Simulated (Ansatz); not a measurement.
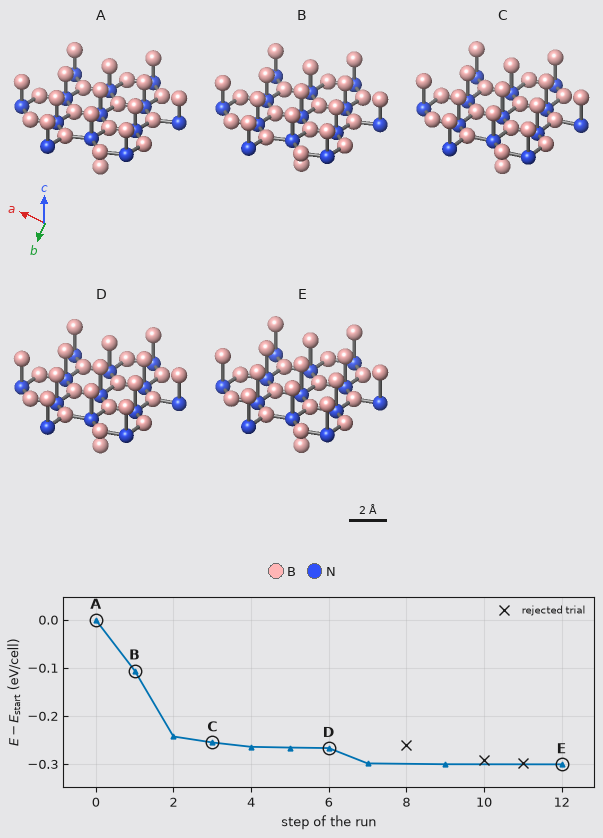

Frames of a constrained relaxation of a slab of composition B₄N₃ (cut from the P6_3/mmc phase), marked on the history of the run. A ball-and-stick model of the atoms within 5.0 Å of the atom that moves most (axes of the 3 × 3 repeat of the cell, outlined in the plane, without the vacuum), seen from a free direction.

Case: B put at a top N site. The slab is the (0 0 1) face of BN with B on it. 2 atoms are held fixed.

All numbers below come from DFT PBE+D3(BJ), scalar-relativistic, plane waves, PAW (Ansatz 0.2.0). Settings: plane-wave cutoff 420 eV; k-point mesh 12 × 12 × 1; occupations gaussian; smearing width 0.05 eV; collinear spin; dipole correction; atoms relaxed in a fixed cell; force threshold 0.03 eV/Å; at most 70 steps.

### What happens along the run?

The largest move is that of a B atom, 0.31 Å along the normal (+c). By element the largest moves are B 0.31 Å, N 0.08 Å. The lattice vectors keep their values. Near-neighbour distances that change, for instance: B–N 1.560 → 1.948 Å. Among the angles between lasting bonds that change: B–N–B 90.0° → 86.6°. The energy falls by 0.300 eV per cell of the calculation in 9 accepted moves (12 points after the start). Largest force component: 2.6 eV/Å at the start, 0.0032 eV/Å at the end. The line search rejected the trial steps at points 8, 10, 11 of the run. The program noted that the starting moments weren't kept. The run took 120 s on 1 thread of AMD EPYC 9R45 96-Core Processor (Zen 5), with other jobs on the host, peak memory 0.44 GiB. From step 0 to 1: B and N atoms move most (0.18 Å), energy −0.105 eV per cell of the calculation. From step 1 to 3: a B atom moves most (0.15 Å), energy −0.150 eV per cell of the calculation. From step 3 to 6: a B atom moves most (0.08 Å), energy −11.7 meV per cell of the calculation. From step 6 to 12: a B atom moves most (0.17 Å), energy −33.9 meV per cell of the calculation.

| step | E − E(0), meV/atom | largest force component, eV/Å | note |
| --- | --- | --- | --- |
| 0 | 0.00 | 2.6344 |  |
| 1 | -15.05 | 1.7955 |  |
| 2 | -34.64 | 0.6819 |  |
| 3 | -36.41 | 0.3826 |  |
| 4 | -37.71 | 0.1114 |  |
| 5 | -37.93 | 0.0481 |  |
| 6 | -38.08 | 0.0479 |  |
| 7 | -42.63 | 0.1766 |  |
| 8 | -37.17 | 0.2314 | rejected |
| 9 | -42.88 | 0.0479 |  |
| 10 | -41.74 | 0.2101 | rejected |
| 11 | -42.47 | 0.2071 | rejected |
| 12 | -42.92 | 0.0032 |  |

Limits of the set-up: the periodic images lie only 2.5 Å apart, so the values are limited by the cell's size.
